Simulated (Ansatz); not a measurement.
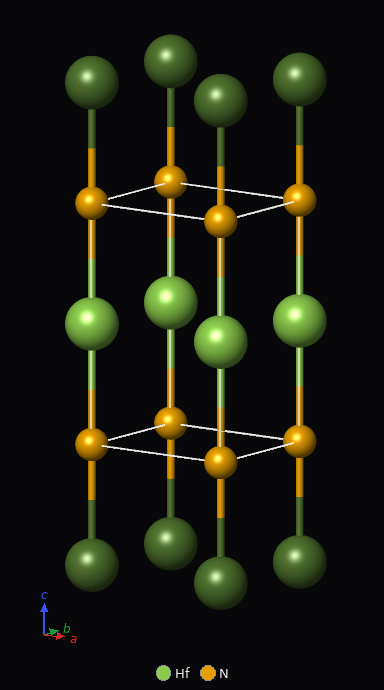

Ball-and-stick drawing of the structure, looking slightly off an axis. One simulation cell is framed, with atoms on its boundary repeated. Bonded neighbours in the next cells are drawn too, in fainter colours.

```xyz
2
Lattice="3.4332 0.0000 0.0000 -1.7166 2.9732 0.0000 0.0000 0.0000 3.9698" Properties=species:S:1:pos:R:3 pbc="T T T"
Hf    0.0000    0.0000    1.9849
N     1.7166    2.9732    0.0000
```

Method: DFT PBE, scalar-relativistic, plane waves, PAW in Ansatz; an energy cutoff of 420 eV, an 18×18×14 k-point grid, Gaussian smearing of 0.1 eV, no spin polarisation.

**List the Bader charges.**

Hf +1.23 e; N -1.23 e.

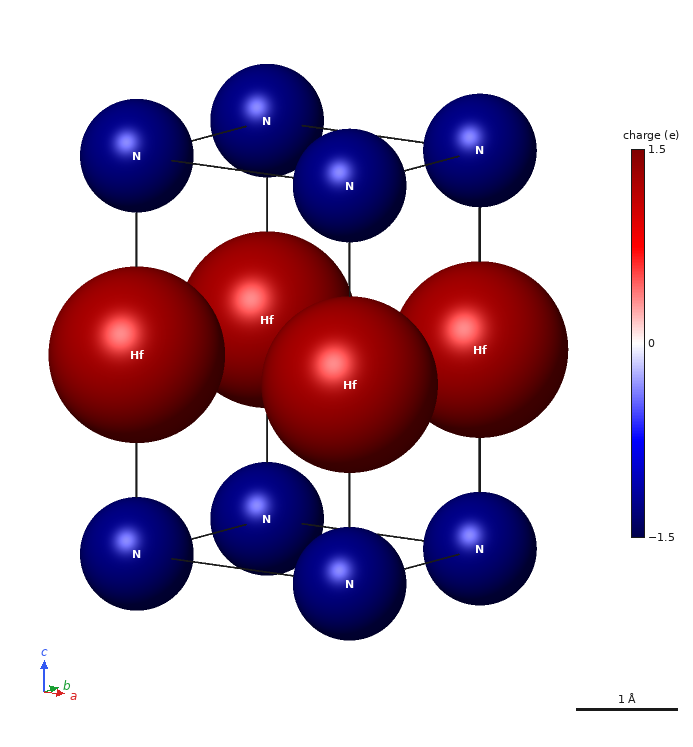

The atoms coloured by those charges.

It goes back to a random cell made by a generator, so it need not be a real form of the compound. Earlier steps of the study may have refined or changed the cell and positions. It went into a calculation with Ansatz.
